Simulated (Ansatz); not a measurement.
**AlGa2N3: band-structure calculation**

- system: AlGa2N3 (6 atoms in the cell)
- method: DFT, PBE with spin-orbit coupling, plane waves, PAW (Ansatz 0.2.0)

The structure was built on a prototype by a generator; it need not be a known phase. The geometry comes from this level: r2SCAN. Figures and captions count atoms from 1; the log counts them from 0 in places.

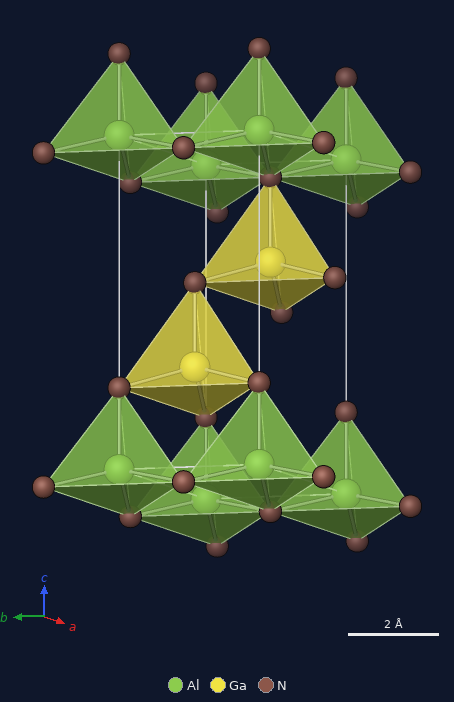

The structure (polyhedral view of the cell of the calculation, seen at an oblique angle; polyhedra are completed across the faces of the cell). An atom can appear more than once, as a periodic image.

## Key numbers

| quantity | value |
| --- | --- |
| outcome | converged |
| space group (tolerance 0.01 Å) | P3m1 (156) |
| electrons treated | 44 |
| free energy | −9260.1204 eV |
| Fermi energy | 9.009 eV |
| gap on the k-point mesh | 2.34 eV |
| net moment of the cell | 0.00 μB |
| integrated absolute moment | 0.00 μB |
| pressure | 5.69 GPa |
| largest force (length of the vector) | 0.081 eV/Å |
| hardware | 4 threads of Intel Xeon @ 2.50GHz (Skylake/Cascade Lake), 189 GiB of memory available, shared host |
| wall time | 41 s (CPU time 2.6 min) |
| peak memory | 0.93 GiB |

The cell is under a pressure of 5.7 GPa at this level, so it is not at its equilibrium volume.

## Input file
```yaml
crystal:
  lattice:
    - [3.1504248051, 0.0, 0.0]
    - [-1.5752124025, 2.7283479139, 0.0]
    - [0.0, 0.0, 7.7184207117]
  atoms:
    - { symbol: Al, position: [0.0, 0.0, -0.0002595816] }
    - { symbol: Ga, position: [0.6666666667, 0.3333333333, 0.6691845296] }
    - { symbol: Ga, position: [0.3333333333, 0.6666666667, 0.3310427079] }
    - { symbol: "N", position: [0.6666666667, 0.3333333333, 0.923095045] }
    - { symbol: "N", position: [0.3333333333, 0.6666666667, 0.5830147739] }
    - { symbol: "N", position: [0.0, 0.0, 0.2439225251] }
kpoints:
  mp_grid: { grid: [12, 12, 4] }
  band_path:
    path:
      - [0.0, 0.0, 0.0]
      - [0.5, 0.0, 0.0]
      - [0.3333333333, 0.3333333333, 0.0]
      - [0.0, 0.0, 0.5]
      - [0.5, 0.0, 0.5]
      - [0.3333333333, 0.3333333333, 0.5]
    npoints: 1
hamiltonian:
  xc: pbe
scf:
  occupations: { method: fixed }
  n_extra_bands: 10
magnetization:
  noncollinear: true
  spin_orbit: true
output:
  forces: true
  stress: true
  eigenvalues: true
```

Launch command:
```bash
ansatz run input.yaml --threads 4 --pin off --max-ram 6451MiB --backend cpu --events-out ev --progress --plain --runs-dir out
```

## Log
```
scf.n_extra_bands = 10 over 44 filled bands (N_el = 44.0): the run solves 54 bands
Engine: ansatz 0.2.0, x86_64-unknown-linux-gnu
Pseudopotentials: kind: paw_fr
Pseudopotential: Al, paw_fr, valence charge 3, recommended cutoff 420 eV (normal), Al.paw.azcp#standard-fr
Pseudopotential: Ga, paw_fr, valence charge 13, recommended cutoff 420 eV (normal), Ga.paw.azcp#standard-fr
Pseudopotential: N, paw_fr, valence charge 5, recommended cutoff 420 eV (normal), N.paw.azcp#standard-fr
Functional definition: PBE
  parameter kappa = 0.804
  parameter beta = 0.06672455060314922
  exchange = pbe_x(kappa = kappa, mu = beta*pi^2/3)
  correlation = pbe_c(beta = beta)
non-collinear run that drives no moment, with spin-orbit: no starting moment large enough to seed its density (crystal.atoms[].spin), no starting occupations that ask for one, no magnetisation constraint and no magnetic field, so the semilocal B_xc is pinned to zero
Crystal: 6 atoms, lattice volume = 66.343 Å³
Basis set: ecut = 420 eV, 1261 PW (Γ), exchange–correlation on 48×48×108 points (8 copies of the dense FFT grid, shifted against one another)
Bands: 54, of which v1, the nominal top of the filled ones, is band 44 counted from 1 (43 counted from 0)
Symmetry: 6 space group operations + 6 with time reversal
Magnetic group: BNS 156.50 (UNI 1280), of the structure as read, at distance tolerance 4.0e-5 Å
k-points: 69 of 576 (time reversal used)
Projection manifold: j_resolved (fully-relativistic pseudo-atomic orbitals)
Non-local potential: Al, projectors of the file, l = 0: 2, l = 1: 4, l = 2: 2
Non-local potential: Ga, projectors of the file, l = 0: 2, l = 1: 4, l = 2: 6, l = 3: 2
Non-local potential: N, projectors of the file, l = 0: 2, l = 1: 4, l = 2: 2
PAW form: soft (Blöchl's): semilocal exchange-correlation on the pseudo side does not see the compensation charge
PAW one-centre angular grid: Al, 110 points (default); XC on 64 Gauss nodes
PAW one-centre angular grid: Ga, 590 points (default); XC on 64 Gauss nodes
PAW one-centre angular grid: N, 110 points (default); XC on 64 Gauss nodes
Initial density: superposition of atomic densities (chi_scale 0.1, normalization cell, long waves kept (reshape's long-wave potential 0.46 eV rms))
Initial wavefunctions: pseudopotential atomic-orbital guess
Functional: x = pbe(κ = 0.804, μ = 0.2195149727645171), c = pbe(β = 0.06672455060314922)
SCF iter   1: F=—  HF=-9262.778496 eV  |F-HF|=—  |Δ(HF+E_count)|=         —  Δρ=1.16e-1  dr2=9.24e0  dr2_m=0.00e0 (ungated)  ethr=3.10e-3  |M|=0.00e0 ∫|m|=0.00e0 μB  |m|>n=0.0e0 m-floor=0.0e0 τ_xc=0.0e0  β_m=0.30  ⟨swp⟩=4.8  Hψ=14816  notcnv=0  defer=388
preconditioner: auto → Resta (q_TF=auto, 2.548 Å⁻¹)  ε∞=4.5  [insulator: Δε(μ)=3.281 eV  Ē_g=16.275 eV  n_scr=24 (ndim 8)  ℏωp=30.2 eV  f_vac=0.000  ε∞_Penn≈4.5]
spin=Noncollinear: Resta preconditioning applied to the charge; magnetization (m_x, m_y, m_z) channels mix plain (no charge-response kernel on spin).
SCF iter   2: F=—  HF=-9260.836380 eV  |F-HF|=—  |Δ(HF+E_count)|=    1.94e0  Δρ=6.42e-2  dr2=2.66e0  dr2_m=0.00e0 (ungated)  ethr=3.10e-3  |M|=0.00e0 ∫|m|=0.00e0 μB  |m|>n=0.0e0 m-floor=0.0e0 τ_xc=0.0e0  β_m=0.46  ⟨swp⟩=2.6  Hψ=6330  notcnv=0  defer=366
SCF iter   3: F=—  HF=-9260.149003 eV  |F-HF|=—  |Δ(HF+E_count)|=   6.87e-1  Δρ=2.35e-2  dr2=2.39e-1  dr2_m=0.00e0 (ungated)  ethr=3.10e-3  |M|=0.00e0 ∫|m|=0.00e0 μB  |m|>n=0.0e0 m-floor=0.0e0 τ_xc=0.0e0  β_m=0.70  ⟨swp⟩=2.9  Hψ=6086  notcnv=0  defer=366
SCF iter   4: F=—  HF=-9260.117920 eV  |F-HF|=—  |Δ(HF+E_count)|=   3.11e-2  Δρ=3.13e-3  dr2=5.84e-3  dr2_m=0.00e0 (ungated)  ethr=5.42e-4  |M|=0.00e0 ∫|m|=0.00e0 μB  |m|>n=0.0e0 m-floor=0.0e0 τ_xc=0.0e0  β_m=0.80  ⟨swp⟩=3.0  Hψ=7508  notcnv=0  defer=410
SCF iter   5: F=—  HF=-9260.120833 eV  |F-HF|=—  |Δ(HF+E_count)|=   2.91e-3  Δρ=2.26e-3  dr2=1.69e-3  dr2_m=0.00e0 (ungated)  ethr=1.33e-5  |M|=0.00e0 ∫|m|=0.00e0 μB  |m|>n=0.0e0 m-floor=0.0e0 τ_xc=0.0e0  β_m=0.73  ⟨swp⟩=2.9  Hψ=6918  notcnv=0  defer=414
SCF iter   6: F=—  HF=-9260.120385 eV  |F-HF|=—  |Δ(HF+E_count)|=   4.48e-4  Δρ=4.01e-4  dr2=7.54e-5  dr2_m=0.00e0 (ungated)  ethr=3.84e-6  |M|=0.00e0 ∫|m|=0.00e0 μB  |m|>n=0.0e0 m-floor=0.0e0 τ_xc=0.0e0  β_m=0.74  ⟨swp⟩=2.0  Hψ=6732  notcnv=0  defer=414
SCF iter   7: F=—  HF=-9260.120409 eV  |F-HF|=—  |Δ(HF+E_count)|=   2.46e-5  Δρ=1.69e-4  dr2=1.74e-5  dr2_m=0.00e0 (ungated)  ethr=1.71e-7  |M|=0.00e0 ∫|m|=0.00e0 μB  |m|>n=0.0e0 m-floor=0.0e0 τ_xc=0.0e0  β_m=0.75  ⟨swp⟩=2.0  Hψ=6574  notcnv=0  defer=407
SCF iter   8: F=—  HF=-9260.120416 eV  |F-HF|=—  |Δ(HF+E_count)|=   6.86e-6  Δρ=8.11e-5  dr2=3.64e-6  dr2_m=0.00e0 (ungated)  ethr=3.96e-8  |M|=0.00e0 ∫|m|=0.00e0 μB  |m|>n=0.0e0 m-floor=0.0e0 τ_xc=0.0e0  β_m=0.81  ⟨swp⟩=2.0  Hψ=5309  notcnv=0  defer=409
SCF iter   9: F=—  HF=-9260.120418 eV  |F-HF|=—  |Δ(HF+E_count)|=   1.52e-6  Δρ=2.65e-5  dr2=4.16e-7  dr2_m=0.00e0 (ungated)  ethr=8.26e-9  |M|=0.00e0 ∫|m|=0.00e0 μB  |m|>n=0.0e0 m-floor=0.0e0 τ_xc=0.0e0  β_m=0.86  ⟨swp⟩=2.0  Hψ=4612  notcnv=0  defer=412
SCF iter  10: F=-9260.120418 eV  HF=-9260.120418 eV  |F-HF|=1.85e-8  |Δ(HF+E_count)|=   2.29e-7  Δρ=7.68e-6  dr2=3.98e-8  dr2_m=0.00e0 (ungated)  ethr=2.27e-10  |M|=0.00e0 ∫|m|=0.00e0 μB  |m|>n=0.0e0 m-floor=0.0e0 τ_xc=0.0e0  ⟨swp⟩=13.0  Hψ=17721  notcnv=0
SCF 1 converged in 10 iterations: F = -9260.120418 eV  dr2 = 3.98e-8
  greatest PAW one-centre occupation: 0.995 electrons in one spin orbital (limit 2), on the Ga atom at site 1 (counted from 0), in its partial waves of l = 2
```

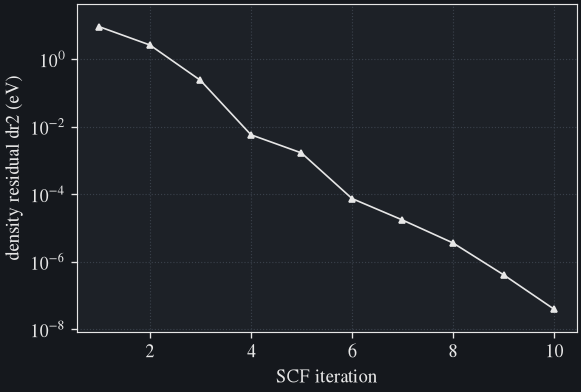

Convergence of the self-consistent field: density residual dr2 against the SCF iteration. The residual falls at every step.

```
NSCF: frozen V_eff on 6 k-points
SCF converged after 10 iterations
Magnetization: |M| = 0.0000 μB,  M = (+0.0000, +0.0000, +0.0000) μB
Absolute magnetization: 0.0000 μB (∫|m|)
  site 0: m = (+0.0000, +0.0000, +0.0000) μB, |m| = 0.0000 μB  (R = 0.78 Å)
  site 1: m = (+0.0000, +0.0000, +0.0000) μB, |m| = 0.0000 μB  (R = 0.80 Å)
  site 2: m = (+0.0000, +0.0000, +0.0000) μB, |m| = 0.0000 μB  (R = 0.80 Å)
  site 3: m = (+0.0000, +0.0000, +0.0000) μB, |m| = 0.0000 μB  (R = 0.79 Å)
  site 4: m = (+0.0000, +0.0000, +0.0000) μB, |m| = 0.0000 μB  (R = 0.80 Å)
  site 5: m = (+0.0000, +0.0000, +0.0000) μB, |m| = 0.0000 μB  (R = 0.78 Å)
Free energy (F): -9260.120418 eV
Harris-Foulkes:  -9260.120418 eV  (|F-HF|=1.85e-8)
Internal energy: -9260.120418 eV  (E = F + TS)
E sigma→0 (E₀):  -9260.120418 eV
Fermi energy:    9.008673 eV
--- Per-component energies (eV) ---
  E_band       = -3.997003
  E_kinetic    = 654.151734
  E_local      = -4883.665387  (includes V_loc(G=0)·N_el)
  E_nonlocal   = 1004.309143
  E_hartree    = 2247.696134
  E_xc         = -359.697942
  E_vxc        = -376.592778  (∫ρ·V_xc dr)
  E_paw        = -4835.993604  (= ΣΔE_a)
  E_vpaw       = -897.592675  (= ΣTr[D̂ρ^β])
  E_aug_tail   = 0.000155  (compensation charges beyond the density's cutoff)
  E_ewald      = -3086.920650
  E_smearing   = -0.000000  (= −TS)
  E_closure    = -0.000000  (closes the sum)
  Σ components = -9260.120418   (vs F -9260.120418, Δ=0.00e0)
--- Forces (eV/Å), atoms counted from 1 ---
  atom   1  Al     0.00000000     0.00000000    -0.01757154
  atom   2  Ga    -0.00000000     0.00000000     0.03523051
  atom   3  Ga    -0.00000000     0.00000000    -0.01532241
  atom   4  N      0.00000000    -0.00000000     0.08131763
  atom   5  N      0.00000000    -0.00000000    -0.01506847
  atom   6  N      0.00000000    -0.00000000    -0.06852164
  max |Σ_I F_I| component: 6.41e-5 eV/Å
--- Stress (GPa, compression-positive) ---
        5.705928       0.000000       0.000000
        0.000000       5.705928       0.000000
        0.000000       0.000000       5.661500
  P = ⅓ Tr σ = 5.6911 GPa (56.911 kbar)
--- Band table (eV; the first three rows and the last of 69) ---
  k-point 0: bands = ["-6.8202", "-6.8202", "-6.1183", "-6.1183", "-5.5980", "-5.5980", "-4.5555", "-4.5555", "-4.4903", "-4.4903", "-4.3626", "-4.3626", "-4.2030", "-4.2030", "-4.0951", "-4.0951", "-4.0447", "-4.0447", "-3.9398", "-3.9398", "-3.8621", "-3.8621", "-3.8611", "-3.8611", "-3.4871", "-3.4871", "3.4094", "3.4094", "4.0994", "4.0994", "7.9009", "7.9009", "7.9193", "7.9193", "8.4395", "8.4395", "8.4592", "8.4592", "8.8685", "8.8685", "8.9989", "8.9989", "9.0087", "9.0087", "11.3457", "11.3457", "13.8820", "13.8820", "14.6200", "14.6200", "17.8183", "17.8183", "18.2196", "18.2196"]
  k-point 1: bands = ["-6.7455", "-6.7455", "-6.2334", "-6.2334", "-5.5913", "-5.5913", "-4.5556", "-4.5556", "-4.4904", "-4.4904", "-4.4079", "-4.4079", "-4.1941", "-4.1941", "-4.1159", "-4.1159", "-4.0515", "-4.0515", "-3.9397", "-3.9397", "-3.9141", "-3.9141", "-3.8623", "-3.8622", "-3.2625", "-3.2625", "2.6082", "2.6082", "5.2082", "5.2082", "7.8836", "7.8836", "7.9021", "7.9030", "8.1662", "8.1662", "8.4924", "8.4924", "8.5098", "8.5124", "8.9593", "8.9593", "8.9692", "8.9709", "11.9130", "11.9130", "13.6120", "13.6120", "14.6170", "14.6170", "17.8376", "17.8376", "18.3766", "18.3766"]
  k-point 2: bands = ["-6.6115", "-6.6115", "-6.4055", "-6.4055", "-5.5862", "-5.5862", "-4.5556", "-4.5556", "-4.4904", "-4.4904", "-4.4464", "-4.4464", "-4.1855", "-4.1855", "-4.1348", "-4.1348", "-4.0545", "-4.0545", "-3.9396", "-3.9396", "-3.9326", "-3.9326", "-3.8624", "-3.8624", "-3.0798", "-3.0798", "2.1830", "2.1830", "6.3863", "6.3863", "7.1032", "7.1032", "7.8682", "7.8682", "7.8875", "7.8875", "8.5526", "8.5526", "8.5704", "8.5704", "8.9113", "8.9113", "8.9228", "8.9228", "12.6921", "12.6921", "13.0411", "13.0411", "14.6133", "14.6133", "17.8512", "17.8512", "18.6599", "18.6599"]
  k-point 68: bands = ["-5.9185", "-5.8606", "-5.6799", "-5.6012", "-4.9274", "-4.9126", "-4.4314", "-4.3791", "-4.3791", "-4.3225", "-4.2868", "-4.1322", "-4.0738", "-4.0589", "-4.0477", "-3.9725", "-3.9423", "-3.9146", "-3.8840", "-3.8610", "-3.3281", "-3.3274", "-2.4059", "-2.3371", "-2.2677", "-2.2074", "2.9965", "3.0094", "3.0592", "3.0624", "3.7893", "3.8113", "5.2891", "5.2902", "5.3095", "5.3502", "5.6322", "5.6641", "6.6244", "6.6352", "6.7269", "6.7304", "6.7699", "6.7751", "15.1824", "15.1985", "15.2546", "15.2547", "15.6441", "15.6637", "16.7218", "16.7300", "16.7772", "16.7847"]
```

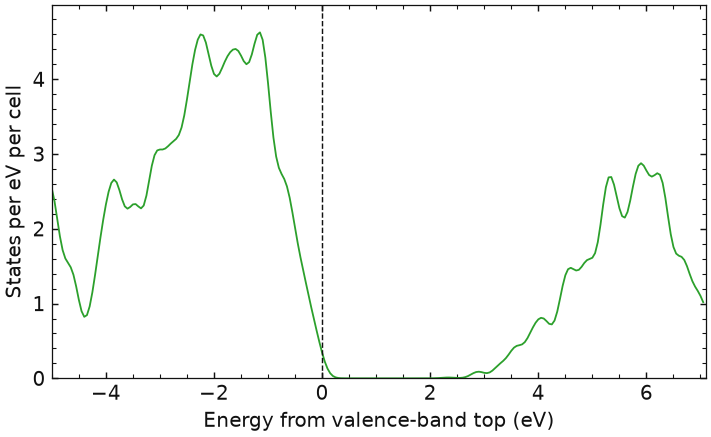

Density of states (the curve is built from the levels of the k mesh with Gaussians 0.3 eV wide, which also blur the band edges), with energies from the valence-band top. There is a gap of 2.34 eV on the k-point mesh. Small ripples come from the finite k-point mesh.

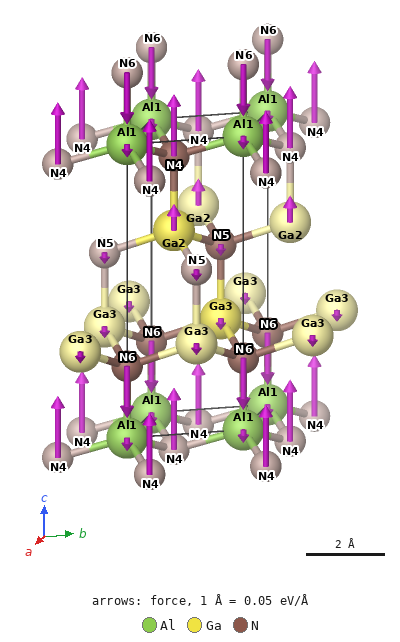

Forces on the atoms as pink arrows (ball-and-stick view of the cell of the calculation, seen slightly off an axis; neighbours outside the cell are drawn fainter; atoms are numbered from 1 in the order of the input). The largest act on N4 (0.08 eV/Å); N6 (0.07 eV/Å); Ga2 (0.04 eV/Å). The geometry is not a stationary point of this energy.
